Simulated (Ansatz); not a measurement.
Hf3N2. A set of calculations on one system.

Space group R-3m; the calculation finds a residual pressure of about 2 GPa at this fixed cell. The cell comes from a database of computed structures, not from a measurement.

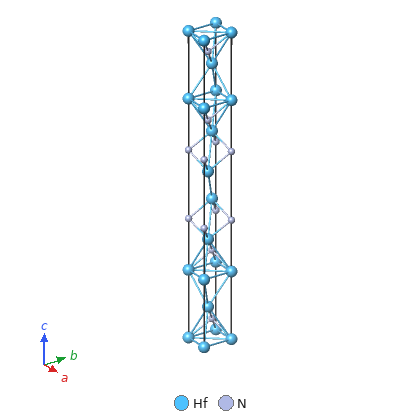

The conventional cell.

Input

```
crystal:
  lattice:
    - [-1.5994260774, 2.7702872291, 0.0]
    - [-3.1988521548, 0.0, 0.0]
    - [-1.5994260774, 0.9234290764, 7.7548432223]
  atoms:
    - { symbol: Hf, position: [0.22058134, 0.22058134, 0.33825598] }
    - { symbol: Hf, position: [0.77941866, 0.77941866, 0.66174402] }
    - { symbol: Hf, position: [0.0, 0.0, 0.0] }
    - { symbol: "N", position: [0.38808447, 0.38808447, 0.83574659] }
    - { symbol: "N", position: [0.61191553, 0.61191553, 0.16425341] }
basis:
  ecutwfc: 500
  fft_grid_basis: typed
kpoints:
  mp_grid: { grid: [9, 9, 10] }
hamiltonian:
  xc: r2scan
scf:
  occupations: { method: gaussian, width: 0.05 }
output:
  forces: true
  stress: true
  eigenvalues: true
  bader: true
  write_density: true
  volumetric_format: npy
  elf: true
```

Run with:

```sh
ansatz run input.yaml --threads 2 --pin off --max-ram 4096MiB --backend cpu --events-out ev --progress --plain --runs-dir out
```

The picture shows the conventional cell (a = 3.20 Å, b = 3.20 Å, c = 23.26 Å, α = 90.00°, β = 90.00°, γ = 120.00°).

Computed with Ansatz, DFT r2SCAN, scalar-relativistic, plane waves, PAW.

Core electrons are frozen (PAW), so the maps are meaningful between the atoms, not at the nuclei.

## 1. Bonding charge

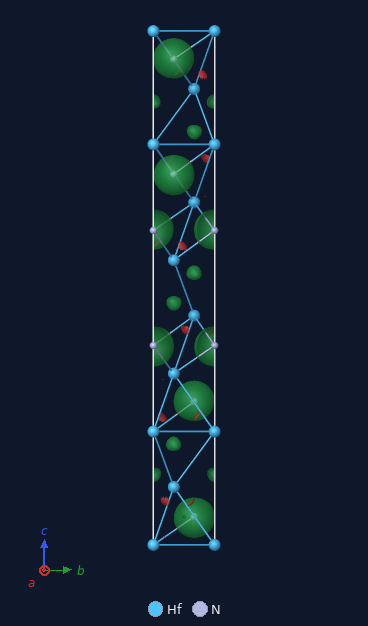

Density of the crystal less the sum of free-atom densities: green surfaces at +0.08 and red ones at −0.08 e/Å³, in the conventional cell seen along the a axis (the regions close to the nuclei are left out). Cores are masked to 1.0 Å (Hf) and 0.6 Å (N).

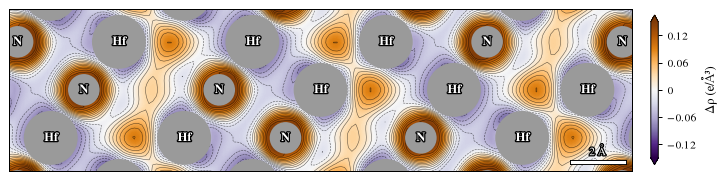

Also shown: a map on the (110) plane of the conventional cell, with grey discs over the atomic cores.

> What does the deformation density say about the bonding?

Hf–N (2.24 Å): Δρ is +0.015 e/Å³ at the midpoint (close to a masked core, so read it with care).
- Hf–Hf (3.12 Å): Δρ is +0.019 e/Å³ at the midpoint.
- Over the whole cell, outside the masked cores, the largest gain lies at the edge of the masked core of N, and the largest loss lies at the edge of the masked core of Hf.
- In all about 0.30 e an atom is rearranged against the free atoms.

## 2. States by energy

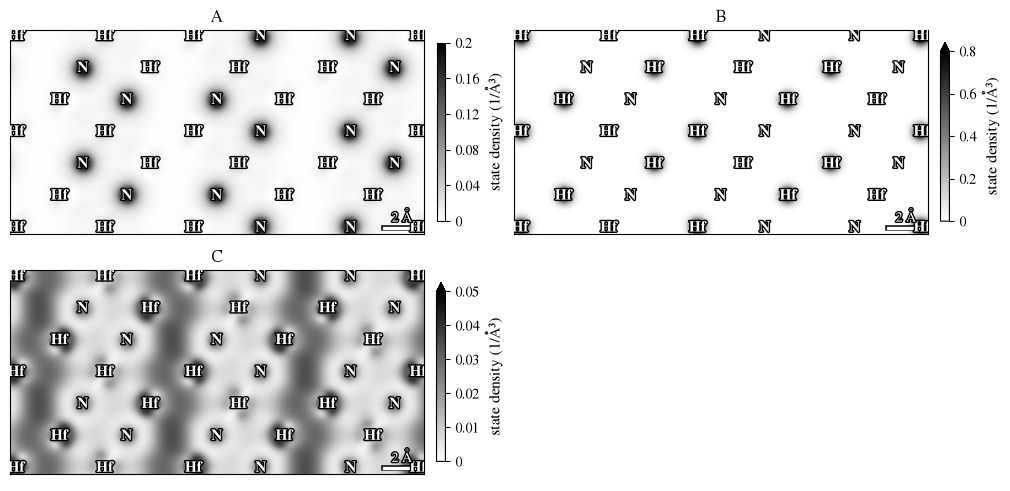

Hf3N2: densities of the states in three energy windows, on the (110) plane of the conventional cell.

> The windows, about the Fermi level, are −12.00 to −11.82 eV, −8.3 to −3.8 eV and −2.2 to −1.1 eV. Which panel shows which?

Panel A: −8.3 to −3.8 eV, a separate group of bands, mainly N 2p (65 %) and Hf 5d (25 %).
Panel B: −12.00 to −11.82 eV, a separate group of bands, mainly Hf 4f (over 95 %).
Panel C: −2.2 to −1.1 eV, the middle third of the occupied valence band, mainly Hf 5d (80 %) and Hf 6s (10 %).
The characters are Löwdin shares on a minimal set of atomic orbitals.

## 3. Moving an atom

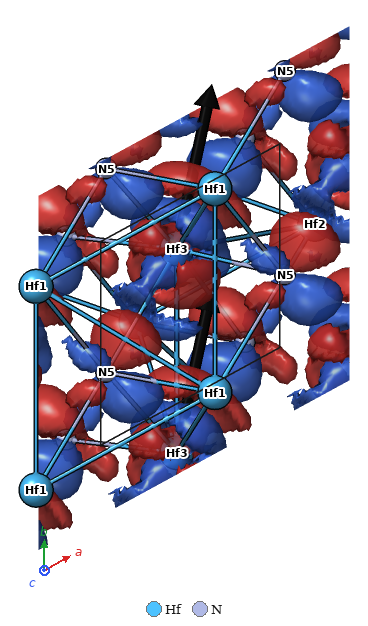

Hf3 was moved by 0.10 Å roughly along [0 1 0] in the axes of the cell drawn (arrow, not to scale). Change of the density less the rigid motion of the neutral atom's own density: blue surfaces at +0.006 and red ones at −0.006 e/Å³, in the cell of the calculation (origin moved) seen along the c axis.

> How do the electrons respond beyond following the atom?

About 0.09 e is rearranged in the cell. Outside the cores the largest gain lies at the edge of the masked core of N, and the largest loss lies there too, on other sides.

> How much does the computed force on the atom change?

The force on it changes by 1.16 eV/Å along the move, against it: a stiffness of about 12 eV/Å² for this sublattice shift.

## 4. Change of volume

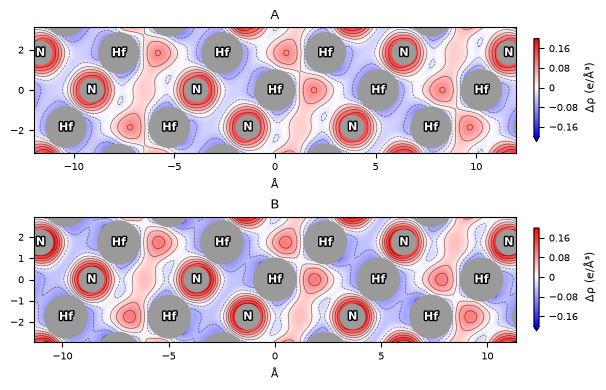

Hf3N2: deformation density on the (110) plane of the conventional cell at two volumes, with the same fractional coordinates and one colour scale. Grey discs cover the cores.

> How do the two volumes compare, and how does the bonding charge respond?

A is the larger cell: B has 85 % of the volume of A.
The pressure is 2 GPa in A and 55 GPa in B.
The rearranged charge is 0.30 e an atom in A and 0.28 e in B.
The scaled cell isn't relaxed: forces reach 1.1 eV/Å.

## 5. Putting it together

The two pressures give a mean stiffness −ΔP/Δln V of about 326 GPa over this range, with the atoms held at their fractional positions.
